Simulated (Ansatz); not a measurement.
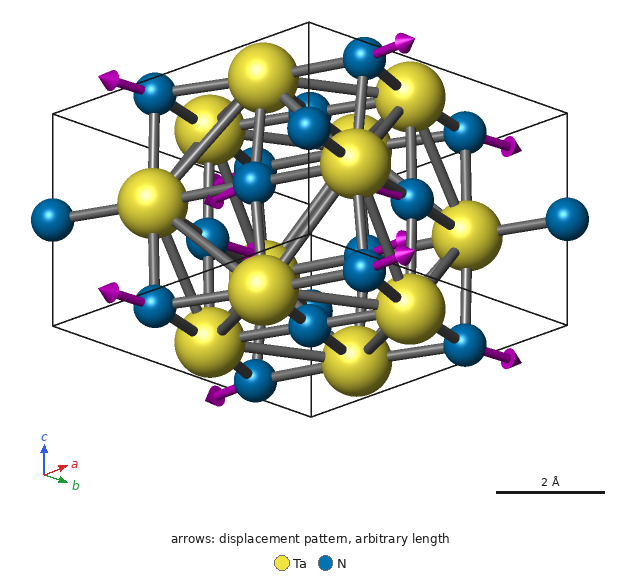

One vibrational mode of a crystal of Ta4N5 at the zone centre. The purple arrows give the relative displacements of the atoms. Style: ball-and-stick. Shown: the conventional cell (2 times the calculation's cell), from a free direction. Lengths and directions refer to the drawn axes.

All numbers below come from Ansatz 0.2.0, DFT LDA, scalar-relativistic, plane waves, PAW.

Input file:
```yaml
crystal:
  lattice:
    - [-3.391879313, 3.391879313, 2.1152421016]
    - [3.391879313, -3.391879313, 2.1152421016]
    - [3.391879313, 3.391879313, -2.1152421016]
  atoms:
    - { symbol: Ta, position: [0.7846847702, 0.6049050536, 0.3895898238] }
    - { symbol: Ta, position: [0.3950949464, 0.7846847702, 0.1797797166] }
    - { symbol: Ta, position: [0.6049050536, 0.2153152298, 0.8202202834] }
    - { symbol: Ta, position: [0.2153152298, 0.3950949464, 0.6104101762] }
    - { symbol: "N", position: [0.5, 0.5, 0.0] }
    - { symbol: "N", position: [0.9079668579, 0.3063401452, 0.2143070032] }
    - { symbol: "N", position: [0.6936598548, 0.9079668579, 0.6016267127] }
    - { symbol: "N", position: [0.3063401452, 0.0920331421, 0.3983732873] }
    - { symbol: "N", position: [0.0920331421, 0.6936598548, 0.7856929968] }
basis:
  ecutwfc: 420
kpoints:
  mp_grid: { grid: [10, 10, 10] }
hamiltonian:
  xc: lda
scf:
  occupations: { method: fermi_dirac, width: 0.15 }
output:
  eigenvalues: true
phonons:
  method: dfpt
  eigenvectors: true
```

Launched with:
```bash
ansatz run input.yaml --threads 4 --pin off --max-ram 12288MiB --backend cpu --events-out ev --progress --plain --runs-dir out
```

The frequencies depend somewhat on the k-mesh and the smearing.

Q: Give the symmetry, activity and frequency of this mode.

A: This is the A_g mode at 654 cm⁻¹, optical level 16 of 17, counted from below, Raman-active by symmetry. The N (2b) atoms stay at rest; the Ta atoms hardly move; atoms of one kind move against one another, with no net shift of their sublattice; it stretches the N–Ta bonds (2.17 Å).
